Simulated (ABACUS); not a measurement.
## Run report: ZrSe2, single-point calculation at one volume of an equation of state (part 1 of 2)

ZrSe2 (3 atoms in the cell), computed with Kohn-Sham DFT of a periodic cell, PBE, PseudoDojo NC SR 0.4.1 PBE standard, no spin polarisation (ABACUS 3.10.1).

The structure derives from an entry of the Crystallography Open Database. It belongs to a series of runs on one base structure; here: volume scaled by 0.94.

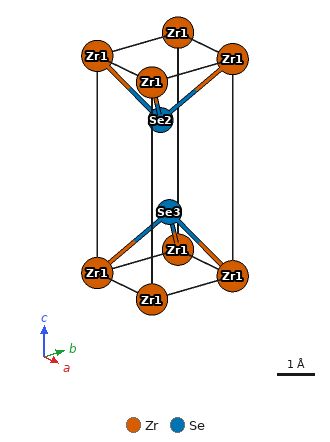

Figure 1. The structure (ball-and-stick view of the cell of the calculation, seen slightly off an axis; atoms are numbered from 1 in the order of the input). Near neighbours in the crystal (not all of them lie inside the picture): Zr has 6 Se at 2.63 Å; Se has 3 Zr at 2.63 Å.

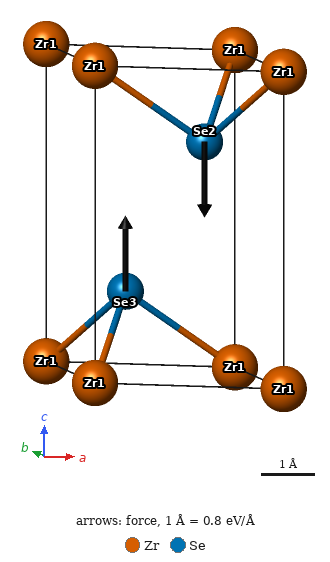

Figure 2. Forces on the atoms as black arrows (ball-and-stick view of the cell of the calculation, seen slightly off an axis; atoms are numbered from 1 in the order of the input). The largest act on Se2, Se3 (1.16 eV/Å). The geometry is not a stationary point of this energy.

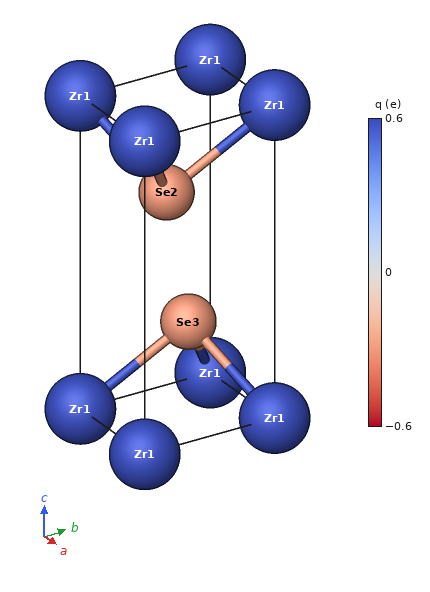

Figure 3. Mulliken charges, as the colour of each atom (ball-and-stick view of the cell of the calculation, seen slightly off an axis; atoms are numbered from 1 in the order of the input). By element: Zr +0.57 and Se −0.29 e.

The input that produced these results follows, with the program's output.

## Input file
```
INPUT_PARAMETERS
suffix              ZrSe2
calculation         scf
basis_type          lcao
pseudo_dir          ./
orbital_dir         ./
symmetry            1
dft_functional      pbe
ecutwfc             100
pseudo_rcut         10
nspin               1
nbands              27
ks_solver           genelpa
smearing_method     fd
smearing_sigma      0.00367493
scf_thr             1e-07
scf_nmax            100
mixing_type         broyden
mixing_beta         0.7
cal_force           1
cal_stress          1
out_mul             1
```

## File STRU
```
ATOMIC_SPECIES
Zr 91.2240 Zr.upf
Se 78.9710 Se.upf

NUMERICAL_ORBITAL
Zr_confined-atom_8au_3s2p2d1f.orb
Se_confined-atom_7au_2s2p2d.orb

LATTICE_CONSTANT
1.8897261246

LATTICE_VECTORS
3.7204680409 0.0000000000 0.0000000000
-1.8602340205 3.2220198374 0.0000000000
0.0000000000 0.0000000000 6.0655971852

ATOMIC_POSITIONS
Direct

Zr
0.0
1
0.0000000000 0.0000000000 0.0000000000 1 1 1

Se
0.0
2
0.6666666667 0.3333333333 0.7500000000 1 1 1
0.3333333333 0.6666666667 0.2500000000 1 1 1
```

## File KPT
```
K_POINTS
0
Gamma
8 8 5 0 0 0
```

Run as:
```bash
OMP_NUM_THREADS=1 mpirun -np 4 abacus > log
```

## Log
```
ABACUS v3.10.1

               Atomic-orbital Based Ab-initio Computation at UStc

 ------------------------------------------------------------------------------------

 READING GENERAL INFORMATION
                           global_out_dir = OUT.ZrSe2/
                           global_in_card = INPUT
                               pseudo_dir = ./
                              orbital_dir = ./
                                    DSIZE = 4
                                    GSIZE = 1

 READING UNITCELL INFORMATION
                                    ntype = 2
                  lattice constant (Bohr) = 1.88973
              lattice constant (Angstrom) = 1

 READING ATOM TYPE 1
                               atom label = Zr
                      L=0, number of zeta = 3
                      L=1, number of zeta = 2
                      L=2, number of zeta = 2
                      L=3, number of zeta = 1
             number of atom for this type = 1

 READING ATOM TYPE 2
                               atom label = Se
                      L=0, number of zeta = 2
                      L=1, number of zeta = 2
                      L=2, number of zeta = 2
             number of atom for this type = 2

                        TOTAL ATOM NUMBER = 3
DIRECT COORDINATES
    atom                   x                   y                   z     mag                  vx                  vy                  vz
taud_Zr1            0.0000000000        0.0000000000        0.0000000000  0.0000        0.0000000000        0.0000000000        0.0000000000
taud_Se1            0.6666666667        0.3333333333        0.7500000000  0.0000        0.0000000000        0.0000000000        0.0000000000
taud_Se2            0.3333333333        0.6666666667        0.2500000000  0.0000        0.0000000000        0.0000000000        0.0000000000

                          Volume (Bohr^3) = 490.677
                             Volume (A^3) = 72.7108

 Lattice vectors: (Cartesian coordinate: in unit of a_0)
             +3.72047                  +0                  +0
             -1.86023            +3.22202                  +0
                   +0                  +0             +6.0656
 Reciprocal vectors: (Cartesian coordinate: in unit of 2 pi/a_0)
            +0.268783           +0.155182                  -0
                   -0           +0.310364                  -0
                   +0                  -0           +0.164864
 The esolver type has been set to : ksdft_lcao

                PAO radial cut off (Bohr) = 10

 Read in pseudopotential file is Zr.upf
                     pseudopotential type = NC
          exchange-correlation functional = PBE
                 nonlocal core correction = 1
                        valence electrons = 12
                                     lmax = 2
                           number of zeta = 4
                     number of projectors = 6
                           L of projector = 0
                           L of projector = 0
                           L of projector = 1
                           L of projector = 1
                           L of projector = 2
                           L of projector = 2
                PAO radial cut off (Bohr) = 10

 Read in pseudopotential file is Se.upf
                     pseudopotential type = NC
          exchange-correlation functional = PBE
                 nonlocal core correction = 1
                        valence electrons = 16
                                     lmax = 2
                           number of zeta = 3
                     number of projectors = 6
                           L of projector = 0
                           L of projector = 0
                           L of projector = 1
                           L of projector = 1
                           L of projector = 2
                           L of projector = 2
     initial pseudo atomic orbital number = 28

 SETUP THE ELECTRONS NUMBER
            electron number of element Zr = 12
      total electron number of element Zr = 12
            electron number of element Se = 16
      total electron number of element Se = 32
            AUTOSET number of electrons:  = 44
                           occupied bands = 22
                                   NLOCAL = 62
                                   NBANDS = 27
                                   NBANDS = 27
                                   NLOCAL = 62

%%%%%%%%%%%%%%%%%%%%%%%%%%%%%%%%%%%%%%%%%%%%%%%%%%%%%%%%%%%%%%%%%%%%%%%%%%%%%%%%%%%%%%%%%%%%%%%%%%%%%%%%%%
 Warning: the number of valence electrons in pseudopotential > 4 for Zr: [Kr] 4d2 5s2
 Warning: the number of valence electrons in pseudopotential > 6 for Se: [Ar] 3d10 4s2 4p4
 Pseudopotentials with additional electrons can yield (more) accurate outcomes, but may be less efficient.
 If you're confident that your chosen pseudopotential is appropriate, you can safely ignore this warning.
%%%%%%%%%%%%%%%%%%%%%%%%%%%%%%%%%%%%%%%%%%%%%%%%%%%%%%%%%%%%%%%%%%%%%%%%%%%%%%%%%%%%%%%%%%%%%%%%%%%%%%%%%%

 SETUP THE PLANE WAVE BASIS
 energy cutoff for charge/potential (unit:Ry) = 400
            fft grid for charge/potential = [ 45, 45, 75 ]
                        fft grid division = [ 5, 5, 5 ]
        big fft grid for charge/potential = [ 9, 9, 15 ]
                                     nbxx = 324
                                     nrxx = 40500

 SETUP PLANE WAVES FOR CHARGE/POTENTIAL
                    number of plane waves = 66409
                         number of sticks = 1369

 PARALLEL PW FOR CHARGE/POTENTIAL
     PROC   COLUMNS(POT)             PW
        1            343          16607
        2            342          16600
        3            342          16602
        4            342          16600
 --------------- sum -------------------
        4           1369          66409
                            number of |g| = 2727
                                  max |g| = 36.1742
                                  min |g| = 0.096326

----------- Double Check Mixing Parameters Begin ------------
mixing_type: broyden
mixing_beta: 0.7
mixing_gg0: 1
mixing_gg0_min: 0.1
mixing_ndim: 8
----------- Double Check Mixing Parameters End ------------

 LATTICE VECTORS: (CARTESIAN COORDINATE: IN UNIT OF A0)
             +3.72047                  +0                  +0
             -1.86023            +3.22202                  +0
                   +0                  +0             +6.0656
                       right hand lattice = 1
                                   NORM_A = 3.72047
                                   NORM_B = 3.72047
                                   NORM_C = 6.0656
                           ALPHA (DEGREE) = 90
                           BETA  (DEGREE) = 90
                           GAMMA (DEGREE) = 120

 The lattice vectors have been changed (STRU_SIMPLE.cif)

(for optimal symmetric configuration:)
                             BRAVAIS TYPE = 4
                     BRAVAIS LATTICE NAME = 04. Hexagonal cell
                                    ibrav = 4
                                    IBRAV = 4
                                  BRAVAIS = HEXAGONAL CELL
                       LATTICE CONSTANT A = 3.72047
                                C/A RATIO = 1.63033
Original cell was already a primitive cell.
                        ROTATION MATRICES = 24
              PURE POINT GROUP OPERATIONS = 12
                   SPACE GROUP OPERATIONS = 12
                                       C2 = 3
                                       C3 = 2
                                       C4 = 0
                                       C6 = 0
                                       S1 = 3
                                       S3 = 0
                                       S4 = 0
                                       S6 = 2
                              POINT GROUP = D_3d
                                       C2 = 3
                                       C3 = 2
                                       C4 = 0
                                       C6 = 0
                                       S1 = 3
                                       S3 = 0
                                       S4 = 0
                                       S6 = 2
               POINT GROUP IN SPACE GROUP = D_3d

 SETUP K-POINTS
                                    nspin = 1
                   Input type of k points = Monkhorst-Pack(Gamma)
                                   nkstot = 320
                       right hand lattice = 1
(for reciprocal lattice: )
                             BRAVAIS TYPE = 4
                     BRAVAIS LATTICE NAME = 04. Hexagonal cell
                                    ibrav = 4
                       right hand lattice = 1
(for k-lattice: )
                             BRAVAIS TYPE = 4
                     BRAVAIS LATTICE NAME = 04. Hexagonal cell
                                    ibrav = 4
                       right hand lattice = 1
                        ROTATION MATRICES = 24
                               nkstot_ibz = 40
K-POINTS REDUCTION ACCORDING TO SYMMETRY
     IBZ    DIRECT_X    DIRECT_Y    DIRECT_Z  WEIGHT  ibz2bz
       1  0.00000000  0.00000000  0.00000000  0.0031       0
       2 -0.12500000  0.12500000  0.00000000  0.0187       1
       3 -0.25000000  0.25000000  0.00000000  0.0187       2
       4 -0.37500000  0.37500000  0.00000000  0.0187       3
       5  0.50000000  0.50000000  0.00000000  0.0094       4
       6 -0.12500000  0.25000000  0.00000000  0.0187       9
       7 -0.25000000  0.37500000  0.00000000  0.0375      10
       8  0.50000000  0.37500000  0.00000000  0.0375      11
       9  0.50000000  0.25000000  0.00000000  0.0187      18
      10  0.37500000  0.37500000  0.00000000  0.0187      19
      11  0.00000000  0.00000000  0.20000000  0.0063      64
      12 -0.12500000  0.12500000  0.20000000  0.0187      65
      13 -0.25000000  0.25000000  0.20000000  0.0187      66
      14 -0.37500000  0.37500000  0.20000000  0.0187      67
      15  0.50000000  0.50000000  0.20000000  0.0187      68
      16  0.37500000 -0.37500000  0.20000000  0.0187      69
      17  0.25000000 -0.25000000  0.20000000  0.0187      70
      18  0.12500000 -0.12500000  0.20000000  0.0187      71
      19 -0.12500000  0.25000000  0.20000000  0.0375      73
      20 -0.25000000  0.37500000  0.20000000  0.0375      74
      21  0.50000000  0.37500000  0.20000000  0.0375      75
      22  0.37500000  0.50000000  0.20000000  0.0375      76
      23  0.37500000 -0.25000000  0.20000000  0.0375      77
      24  0.50000000  0.25000000  0.20000000  0.0375      82
      25  0.37500000  0.37500000  0.20000000  0.0375      83
      26  0.00000000  0.00000000  0.40000000  0.0063     128
      27 -0.12500000  0.12500000  0.40000000  0.0187     129
      28 -0.25000000  0.25000000  0.40000000  0.0187     130
      29 -0.37500000  0.37500000  0.40000000  0.0187     131
      30  0.50000000  0.50000000  0.40000000  0.0187     132
[... 10 further k points ...]

                               nkstot now = 40
[... K-POINTS DIRECT COORDINATES: 40 rows ...]

           k-point number in this process = 40
       minimum distributed K point number = 40
[... stars of the k points ...]

[... K-POINTS CARTESIAN COORDINATES: 40 rows ...]

[... K-POINTS DIRECT COORDINATES: 40 rows ...]

 SETUP PLANE WAVES FOR WAVE FUNCTIONS
     energy cutoff for wavefunc (unit:Ry) = 100
              fft grid for wave functions = [ 45, 45, 75 ]
                    number of plane waves = 10743
                         number of sticks = 409

 PARALLEL PW FOR WAVE FUNCTIONS
     PROC   COLUMNS(POT)             PW
        1            102           2686
        2            102           2686
        3            103           2687
        4            102           2684
 --------------- sum -------------------
        4            409          10743

 SET NONLOCAL PSEUDOPOTENTIAL PROJECTORS
 SET NONLOCAL PSEUDOPOTENTIAL PROJECTORS
 max number of nonlocal projetors among all species is 6

 -------------------------------------------
 SELF-CONSISTENT
 -------------------------------------------

 SETUP SEARCHING RADIUS FOR PROGRAM TO SEARCH ADJACENT ATOMS
                  longest orb rcut (Bohr) = 8
   longest nonlocal projector rcut (Bohr) = 1.94
                     search radius (Bohr) = 19.9
              searching radius is (Bohr)) = 19.9
         searching radius unit is (Bohr)) = 1.89
                         PeriodicBoundary = 1
                        Radius(unit:lat0) = 10.5
                                   glayer = [ 5, 5, 3 ]
                             glayer_minus = [ 4, 4, 2 ]

Find the coordinate range of the input atom(unit:lat0).
                                  min_tau = [ -22.3, -12.9, -12.1 ]
                                  max_tau = [ 24.2, 15, 16.7 ]
                                BoxNumber = [ 9, 9, 5 ]

 SETUP EXTENDED REAL SPACE GRID FOR GRID INTEGRATION
                          real space grid = [ 45, 45, 75 ]
                 big cell numbers in grid = [ 9, 9, 15 ]
             meshcell numbers in big cell = [ 5, 5, 5 ]
                        extended fft grid = [ 12, 12, 11 ]
                dimension of extened grid = [ 34, 34, 38 ]
                            UnitCellTotal = 75
              Atom number in sub-FFT-grid = 3
    Local orbitals number in sub-FFT-grid = 62
                                ParaV.nnr = 32673
                                 init_chg = atomic

 LCAO ALGORITHM --------------- ION=   1  ELEC=   1--------------------------------

 Density error is 0.0425992838992
----------------------------------------------------------
     Energy           Rydberg                 eV
----------------------------------------------------------
 E_KohnSham     -586.4331895460      -7978.8328741393
 E_Harris       -583.9207721078      -7944.6496812251
 E_Fermi        0.7346219174         9.9950439519
----------------------------------------------------------

 LCAO ALGORITHM --------------- ION=   1  ELEC=   2--------------------------------

 Density error is 0.0176013765984
```
